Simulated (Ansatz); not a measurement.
Single-point calculation of Mo

- system: Mo (2 atoms in the cell)
- method: DFT r2SCAN, scalar-relativistic, plane waves, PAW, no spin polarisation (Ansatz 0.2.0)

The structure derives from a Materials Project entry. It belongs to a series of runs on one base structure; here: mode 4 (43.6 1/cm) frozen in, largest displacement +0.125 A.

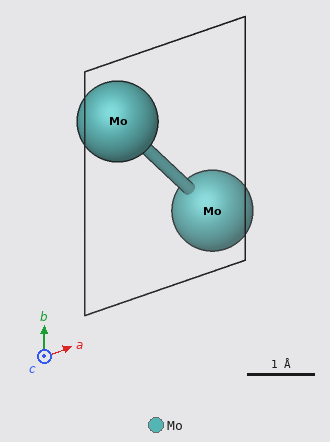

**Figure 1.** The structure (ball-and-stick view of the cell of the calculation, along the c axis). An atom can appear more than once, as a periodic image.

## Key numbers

```csv
quantity,value
outcome,converged
space group (tolerance 0.01 Å),Imma (74)
electrons treated,28
free energy,−9933.3311 eV
Fermi energy,19.613 eV
gap on the k-point mesh,none (metallic)
pressure,0.53 GPa
largest force (length of the vector),0.050 eV/Å
hardware,"2 threads of Intel Xeon (Granite Rapids), 192 GiB of memory available, shared host"
wall time,35 s (CPU time 70 s)
peak memory,1.4 GiB
```

## Input file
```yaml
crystal:
  lattice:
    - [2.7488179334, 0.0, 0.0]
    - [1.3744089667, -2.3805461607, -2.5339005368]
    - [1.3744089667, 2.3805461607, -2.5339005368]
  atoms:
    - { symbol: Mo, position: [0.2045259079, 0.75, 0.75] }
    - { symbol: Mo, position: [0.7954740921, 0.25, 0.25] }
basis:
  ecutwfc: 500
kpoints:
  mp_grid: { grid: [24, 24, 24] }
hamiltonian:
  xc: r2scan
scf:
  occupations: { method: gaussian, width: 0.15 }
output:
  forces: true
  stress: true
  eigenvalues: true
  write_density: true
  write_potential: true
  elf: true
  volumetric_format: npy
```

Launched with:
```bash
ansatz run input.yaml --threads 2 --pin off --max-ram 5120MiB --backend cpu --events-out ev --progress --plain --runs-dir out
```

## Log
```
Engine: ansatz 0.2.0, x86_64-unknown-linux-gnu
Pseudopotentials: kind: paw
Pseudopotential: Mo, paw, valence charge 14, recommended cutoff 500 eV (meta_gga), Mo.paw.azcp
Functional definition: r2SCAN
  parameter k0 = 0.174
  parameter k1 = 0.065
  parameter a1 = 4.9479
  exchange = r2scan_x(k0 = k0, k1 = k1, a1 = a1)
  correlation = r2scan_c
Crystal: 2 atoms, lattice volume = 33.162 Å³
Basis set: ecut = 500 eV, 833 PW (Γ), exchange–correlation on 96×120×120 points (64 copies of the dense FFT grid, shifted against one another)
Bands: 18, of which v1, the nominal top of the filled ones, is band 14 counted from 1 (13 counted from 0)
Symmetry: 8 space group operations
Space group: Imma (ITA 74), of the structure as read, at distance tolerance 3.2e-5 Å
k-points: 1963 of 13824
Non-local potential: Mo, projectors of the file, l = 0: 3, l = 1: 2, l = 2: 2, l = 3: 1
PAW form: soft (Blöchl's): semilocal exchange-correlation on the pseudo side does not see the compensation charge
PAW frozen core: Mo, regenerated for the run's functional (the file was generated under x = pbe(κ = 0.804, μ = 0.2195149727645171), c = pbe(β = 0.06672455060314922))
PAW one-centre angular grid: Mo, 590 points (default); XC on 160 Gauss nodes
Initial density: superposition of atomic densities (neutral atoms: chi_scale 0, normalization atom), corrected by the library's trained network
Initial wavefunctions: pseudopotential atomic-orbital guess
Functional: x = r2scan, c = r2scan; τ floored in thin density (d = 2e-4 eV/Å³)
SCF iter   1: F=—  HF=-9933.328544 eV  |F-HF|=—  |Δ(HF+E_count)|=         —  Δρ=1.17e-2  dr2=2.54e-2  dr2_τ=3.11e-2  ethr=1.77e-3  ⟨swp⟩=5.0  Hψ=160074  notcnv=0
preconditioner: auto → Kerker (q_TF=auto, 2.652 Å⁻¹)  [metal: Δε(μ)=0.001 eV  Ē_g=4.681 eV  σ=0.150 eV  W_gap=0.01  n_scr=16 (ndim 8)  ℏωp=22.3 eV  f_vac=0.000  D(μ)=1.91/eV (n_scr^D=16)]
SCF iter   2: F=—  HF=-9933.331017 eV  |F-HF|=—  |Δ(HF+E_count)|=   2.47e-3  Δρ=6.40e-3  dr2=6.53e-3  dr2_τ=3.08e-4  ethr=9.06e-5  ⟨swp⟩=2.3  Hψ=69673  notcnv=0
SCF iter   3: F=—  HF=-9933.330964 eV  |F-HF|=—  |Δ(HF+E_count)|=   5.29e-5  Δρ=8.46e-4  dr2=8.84e-5  dr2_τ=3.91e-6  ethr=2.33e-5  ⟨swp⟩=2.4  Hψ=59412  notcnv=0
SCF iter   4: F=—  HF=-9933.331077 eV  |F-HF|=—  |Δ(HF+E_count)|=   1.13e-4  Δρ=1.99e-4  dr2=5.10e-6  dr2_τ=1.20e-6  ethr=3.16e-7  ⟨swp⟩=2.4  Hψ=61096  notcnv=0
SCF iter   5: F=—  HF=-9933.331085 eV  |F-HF|=—  |Δ(HF+E_count)|=   7.31e-6  Δρ=3.01e-5  dr2=1.90e-7  dr2_τ=4.42e-8  ethr=1.82e-8  ⟨swp⟩=2.9  Hψ=65319  notcnv=0
SCF iter   6: F=-9933.331085 eV  HF=-9933.331085 eV  |F-HF|=2.44e-9  |Δ(HF+E_count)|=   1.88e-7  Δρ=5.36e-6  dr2=6.30e-9  dr2_τ=1.47e-9  ethr=3.57e-10  ⟨swp⟩=8.9  Hψ=231523  notcnv=0
SCF 1 converged in 6 iterations: F = -9933.331085 eV  dr2 = 6.30e-9
  greatest PAW one-centre occupation: 0.997 electrons in one spin orbital (limit 2), on the Mo atom at site 1 (counted from 0), in its partial waves of l = 0
```

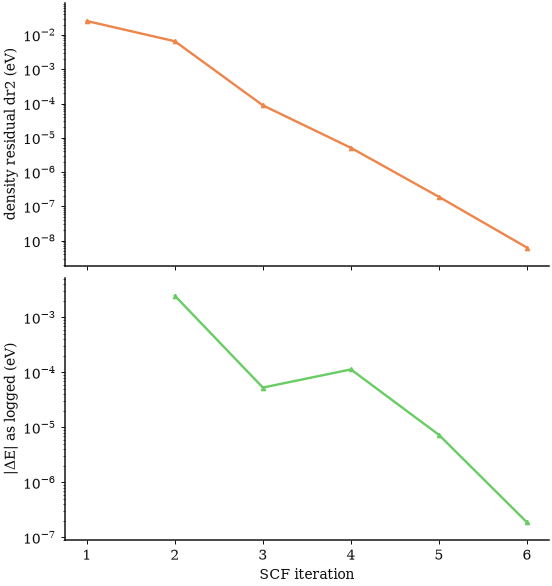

**Figure 2.** Convergence of the self-consistent field: density residual dr2 and size of the energy change against the SCF iteration. The residual falls at every step.

```
SCF converged after 6 iterations
Free energy (F): -9933.331085 eV
Harris-Foulkes:  -9933.331085 eV  (|F-HF|=2.44e-9)
Internal energy: -9933.309234 eV  (E = F + TS)
E sigma→0 (E₀):  -9933.320159 eV
Entropy (-TS):   -0.021851 eV (-10.926 meV/atom)
Fermi energy:    19.613196 eV
--- Per-component energies (eV) ---
  E_band       = -169.556221
  E_kinetic    = 882.172917
  E_local      = -1720.854099  (includes V_loc(G=0)·N_el)
  E_nonlocal   = 288.520778
  E_hartree    = 574.516705
  E_xc         = -356.113056
  E_vxc        = -511.530775  (∫ρ·V_xc dr)
  E_paw        = -6435.808945  (= ΣΔE_a)
  E_vpaw       = -291.029364  (= ΣTr[D̂ρ^β])
  E_aug_tail   = 0.000007  (compensation charges beyond the density's cutoff)
  E_vtau       = 34.129553  (kinetic-family band-sum trace: ∫τ·v_τ [+ j·A + Jᵃ·Aᵃ] dr)
  E_ewald      = -3165.301134
  E_core_change = -0.442407  (= ΣΔE_core)
  E_smearing   = -0.021851  (= −TS)
  E_closure    = 0.000000  (closes the sum)
  Σ components = -9933.331085   (vs F -9933.331085, Δ=0.00e0)
--- Forces (eV/Å), atoms counted from 1 ---
  atom   1  Mo     0.04985595     0.00000000     0.00000000
  atom   2  Mo    -0.04985595     0.00000000     0.00000000
  max |Σ_I F_I| component: 1.39e-17 eV/Å
--- Stress (GPa, compression-positive) ---
       -1.436208       0.000000       0.000000
        0.000000       4.947650       0.000000
        0.000000       0.000000      -1.930388
  P = ⅓ Tr σ = 0.5270 GPa (5.270 kbar)
--- Band table (eV; the first three rows and the last of 1963) ---
  k-point 0: bands = ["-43.4611", "-42.9460", "-17.4282", "-17.1657", "-16.0963", "-15.9814", "-15.9051", "-15.8555", "12.4097", "14.0037", "15.0167", "16.1417", "18.3195", "18.9339", "19.3775", "23.3353", "23.7017", "24.0041"]
  k-point 1: bands = ["-43.4589", "-42.9482", "-17.4226", "-17.1614", "-16.0984", "-15.9816", "-15.9097", "-15.8628", "12.4422", "14.0299", "15.0402", "16.1372", "18.3012", "18.9558", "19.3977", "23.3215", "23.6878", "23.9686"]
  k-point 2: bands = ["-43.4523", "-42.9548", "-17.4059", "-17.1484", "-16.1049", "-15.9824", "-15.9237", "-15.8835", "12.5389", "14.1079", "15.1105", "16.1247", "18.2488", "19.0206", "19.4573", "23.2753", "23.6392", "23.8686"]
  k-point 1962: bands = ["-43.0884", "-43.0884", "-17.2610", "-17.2610", "-16.5909", "-16.5909", "-16.1952", "-16.1952", "15.1359", "15.1359", "15.9594", "15.9594", "19.5313", "19.5313", "21.1601", "21.1601", "23.9331", "23.9331"]
```

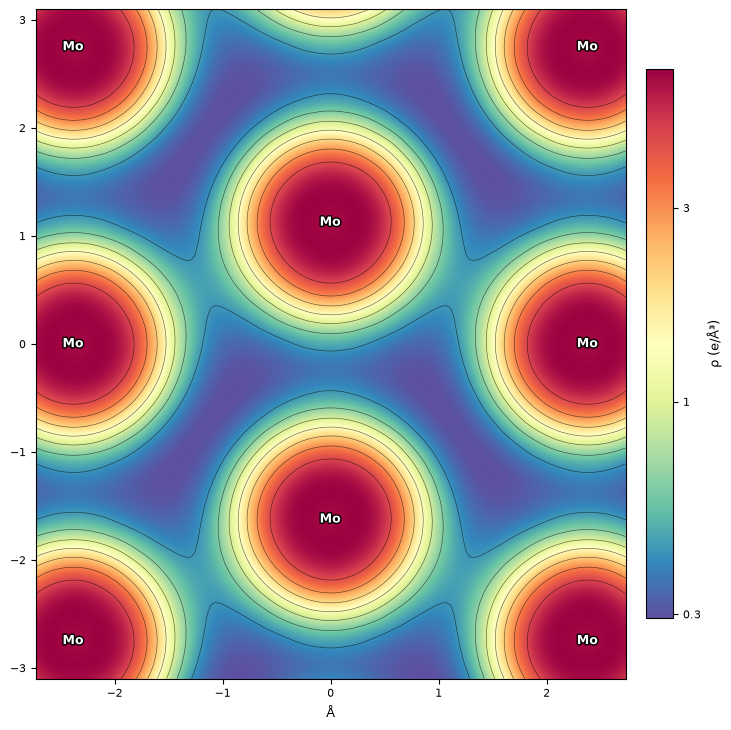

**Figure 3.** Valence pseudo-density on the (010) plane of the conventional cell. Mo–Mo (2.63 Å): ρ at the midpoint is about 0.46 e/Å³. Mo–Mo (2.75 Å): ρ is about 0.37 e/Å³ halfway. Away from the nuclei the density in this plane falls to 0.29 e/Å³ at its lowest. Core electrons are frozen (PAW), so the fields are smoothed inside the atomic spheres.
